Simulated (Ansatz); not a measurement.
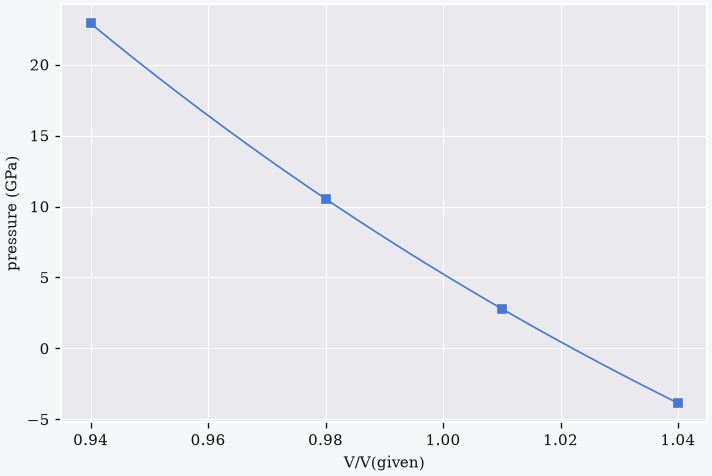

The figure shows the pressure against V/V(given).

Computed with Ansatz 0.2.0: periodic Kohn-Sham DFT of a crystal at fixed atoms, scaled to the stated factor times the given cell; pressure positive in compression, energy less spherical unpolarised free atoms. Level: PBE.

> For which of these solids was it computed?
A. SnO, P4/nmm (No. 129), 17.5 Å³/atom
B. ZrO₂, P4_2/nmc (No. 137), 11.2 Å³/atom
C. Sb, I4/mmm (No. 139), 22.5 Å³/atom

B, ZrO₂: pressure from −3.9 GPa to 22.9 GPa. The others give: Sb, pressure from 14.3 GPa to 28.9 GPa; SnO, pressure from −1.154 GPa to 8.703 GPa.

For Sb, limits of the calculation: field gradient without spin-orbit coupling on heavy atoms; no gap: field gradients move with the k mesh; no spin-orbit coupling on heavy atoms; the volumes run don't bracket the minimum of the energy, so any equilibrium value is extrapolated; shape and atomic fractions are frozen while scaling, which makes layered, chain and framework solids too stiff.

For SnO, limits of the calculation: field gradient without spin-orbit coupling on heavy atoms; no gap: field gradients move with the k mesh; small gap, it may come from the mesh; shape and atomic fractions are frozen while scaling, which makes layered, chain and framework solids too stiff.

For ZrO₂, limits of the calculation: shape and atomic fractions are frozen while scaling, which makes layered, chain and framework solids too stiff.
